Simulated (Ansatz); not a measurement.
## Electronic structure of W14Se27 (cell charge +2, with a compensating background) (cell with a defect) in real space

```
W Se
1.0
     8.30247   -2.87606    0.00000
    -6.64197   -5.75212    0.00000
     0.00000    0.00000  -15.04383
W Se
14 27
Direct
  0.31548 0.66210 0.24956
  0.62132 0.52300 0.24647
  0.19128 0.24117 0.24647
  0.91804 0.39880 0.24956
  0.47311 0.09296 0.24647
  0.05219 0.79624 0.24956
  0.76190 0.95238 0.24424
  0.09524 0.61905 0.75227
  0.38041 0.47591 0.75237
  0.95446 0.19439 0.75234
  0.66693 0.33387 0.75237
  0.23837 0.04736 0.75237
  0.81136 0.75982 0.75234
  0.51990 0.90293 0.75234
  0.37592 0.48073 0.13659
  0.95533 0.20298 0.13607
  0.67624 0.33837 0.13659
  0.23355 0.03804 0.13659
  0.81908 0.75896 0.13607
  0.51131 0.89521 0.13607
  0.33265 0.66583 0.64035
  0.61857 0.52372 0.64069
  0.19056 0.23771 0.64069
  0.90461 0.38164 0.64035
  0.47658 0.09571 0.64069
  0.04845 0.80967 0.64035
  0.76190 0.95238 0.64228
  0.09524 0.61905 0.36880
  0.38152 0.47957 0.35782
  0.95012 0.19185 0.35656
  0.66947 0.33276 0.35782
  0.23472 0.04481 0.35782
  0.81316 0.76417 0.35656
  0.52243 0.90113 0.35656
  0.33258 0.66586 0.86430
  0.61861 0.52383 0.86405
  0.19045 0.23764 0.86405
  0.90471 0.38170 0.86430
  0.47665 0.09567 0.86405
  0.04842 0.80958 0.86430
  0.76190 0.95238 0.86240
```

Level of theory: Ansatz 0.2.0, DFT PBE, scalar-relativistic, plane waves, PAW.

Core electrons are frozen (PAW), and the valence fields are smoothed inside the atomic spheres.

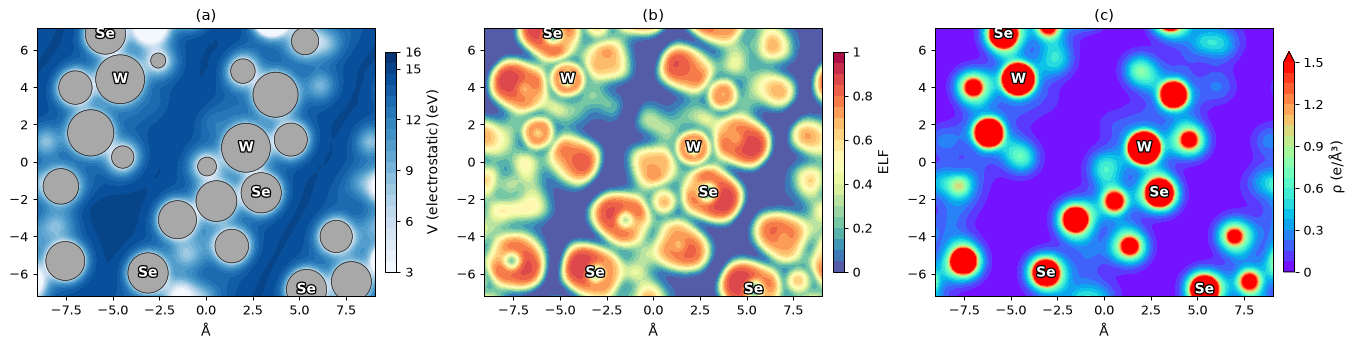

Figure 1. (a) electrostatic potential (local pseudopotential plus Hartree) felt by an electron; (b) electron localisation function; (c) valence pseudo-density on the (111) plane of the calculation cell. Grey discs cover the atomic cores in the potential map.

Question: Interpret the plot.

Answer:
- The plane passes through W and Se nuclei.
- Atoms just off the plane (W, 0.4 Å away and Se, 0.3 Å away) can leave unmarked features too.
- W–Se (2.55 Å): the density is about 0.54 e/Å³ at the midpoint; the ELF is about 0.55 at the midpoint.
- The density dies away to nearly zero in the voids.
- The features right at W lie inside the PAW spheres, where the map follows smoothed inner orbitals and isn't to be read closely.
- Outside the cores the potential energy rises away from the atoms and is highest about 3.3 Å from the nearest atoms; its zero is arbitrary.

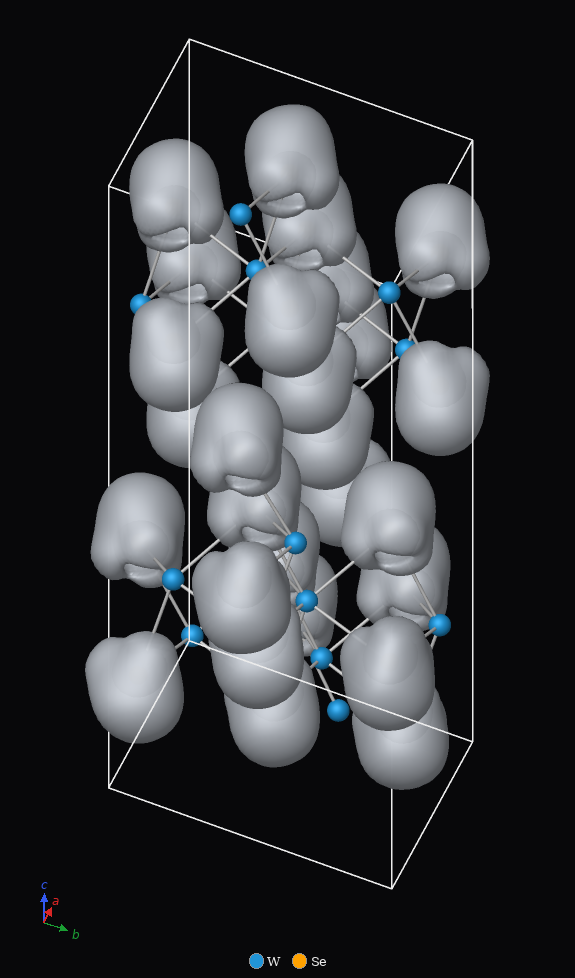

Figure 2. Isosurface of the electron localisation function at 0.7 (grey), seen at an oblique angle. Only the valence region is drawn (cores and ρ < 0.01 e/Å³ removed). Sticks mark near contacts.

Question: Identify the bonds, lone pairs and shells in this picture.

Answer: At this value the surface marks out 27 regions wrapped around Se (the valence shell of each) and one pocket between the atoms, centred on no nucleus (multi-centre or interstitial), counted in one cell of 41 atoms. Any copies at cell faces, edges or corners count once. Along the contacts the grid gives the following. W–Se (2.52 Å): the ELF is about 0.50 at the midpoint. W–Se (2.57 Å): the ELF is about 0.55 at the midpoint.

Question: Does the calculation give a band gap?

Answer: It is metallic or semimetallic at this level of theory: no gap opens.
